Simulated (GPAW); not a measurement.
Consider zinc-blende (ZnS)1-x(CdS)x, x = 0.75.

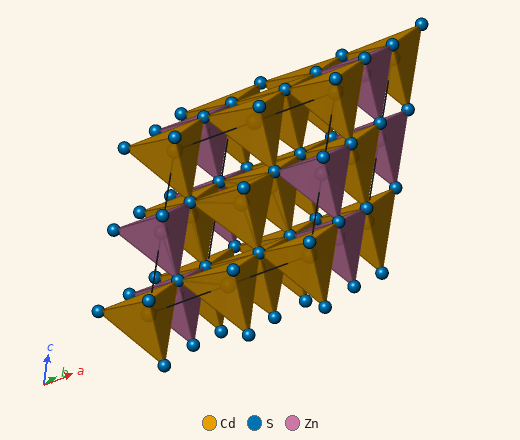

The structure (cadmium orange, sulfur blue, zinc pink). Some periodic images of atoms are drawn too.

```xyz
16
Lattice="0.0000 5.7175 5.7175 5.7175 0.0000 5.7175 5.7175 5.7175 0.0000" Properties=species:S:1:pos:R:3 pbc="T T T"
Cd    5.7167    5.7238    0.0164
S     1.5723    1.4285    1.4294
Zn    2.8690    8.5709    5.7162
S     4.2130    4.2108    1.3600
Zn    2.8664    5.7208    8.5765
S     4.2197    1.3560    4.2169
Cd    5.7222    2.8741    2.8775
S     7.2938    4.2903    4.2917
Cd    5.7131    8.5558    2.8466
S     1.4288    4.2842    4.2871
Cd    8.5771    5.7136    8.5680
S     4.2082    7.2100    4.3559
Cd    2.8838    2.8635    5.7131
S     4.2164    4.3617    7.2220
Cd    5.7177    5.7057    5.7063
S     7.1498    7.1563    7.1401
```

Absorber: atom 4, with 1 Zn at 2.35 Å, 1 Cd at 2.51 Å and 2 Cd at 2.52 Å (distorted tetrahedral). Method: GPAW, LDA, excited-electron core hole (neutral cell), 16-atom cell with 8.1 Å between holes, 4×4×4 k points, dipole transitions, Gaussian full width 0.9 eV up to 4 eV, rising linearly to 3.5 eV at 25 eV.

Q: Where do the maxima of the S K edge fall?

Main maxima up to 24 eV above the zero (height): 3.2 eV (1.95), 6.3 eV (1.85) and 14.4 eV (1.27). A K edge sees empty p states on the absorber. The total-energy difference is 2474.46 eV. One term is added: -16.82 eV, since the hole is spin-paired here and a spin-polarised one costs that much less in the free atom (computed apart). The photon energy is then 2457.64 eV. The functional leaves an error in such absolute values: in the free atom LDA prices this hole 9.1 eV below PBE (computed apart), and PBE is itself good to a few eV.

The S K spectrum (energy from the bottom of the conduction band, which holds the excited electron; intensity scaled to a mean of 1 over the first 20 eV):

| E (eV) | isotropic | ε ∥ x | ε ∥ y |
| --- | --- | --- | --- |
| -2.0 | 0.00 | 0.00 | 0.00 |
| -0.5 | 0.00 | 0.00 | 0.00 |
| 1.0 | 0.23 | 0.22 | 0.23 |
| 2.5 | 1.65 | 1.68 | 1.64 |
| 4.0 | 1.67 | 1.65 | 1.67 |
| 5.5 | 1.32 | 1.29 | 1.34 |
| 7.0 | 1.43 | 1.43 | 1.42 |
| 8.5 | 0.92 | 0.92 | 0.92 |
| 10.0 | 0.54 | 0.54 | 0.54 |
| 11.5 | 0.52 | 0.52 | 0.53 |
| 13.0 | 0.98 | 0.98 | 0.98 |
| 14.5 | 1.27 | 1.29 | 1.26 |
| 16.0 | 1.04 | 1.04 | 1.04 |
| 17.5 | 0.75 | 0.74 | 0.75 |
| 19.0 | 0.67 | 0.66 | 0.68 |
| 20.5 | 0.74 | 0.74 | 0.74 |
| 22.0 | 0.81 | 0.82 | 0.81 |
| 23.5 | 0.93 | 0.94 | 0.92 |
| 25.0 | 1.12 | 1.12 | 1.12 |
| 26.5 | 1.16 | 1.16 | 1.17 |
| 28.0 | 1.04 | 1.03 | 1.04 |

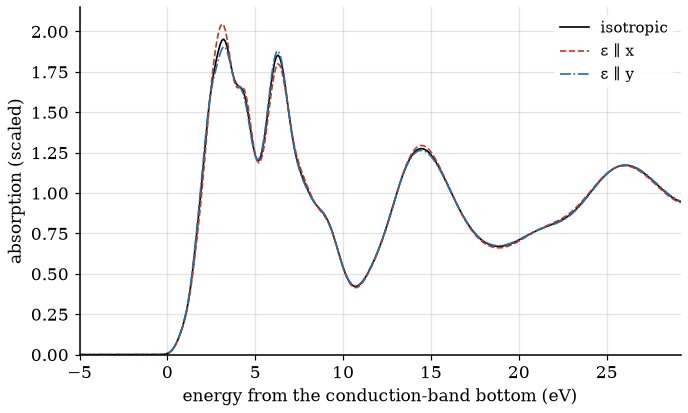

The S K edge.

The mesh is coarse (0.24 Å⁻¹ between points), so small maxima may be mesh ripples.

[Banner, clock and machine lines of the logs are left out without a mark of their own.]

[Logs are printed without paths, hosts, clocks, repeated set-up lines and the standing remarks that a program may print on its own settings, such as how far it seeks lower states.]

[Hosts, paths, dates, database ids (printed as entryN), source tags and the programs' standing remarks are cut or masked in the printed files.]

[Lists of maxima count a maximum above −3 eV only where it reaches 4 % of the highest in the window and stands out from its surroundings by 2 % of it (1.5 % where it reaches 55 %); shoulders and weaker maxima are passed over, and of the rest the first, up to two pre-edge ones and the few strongest are named.]
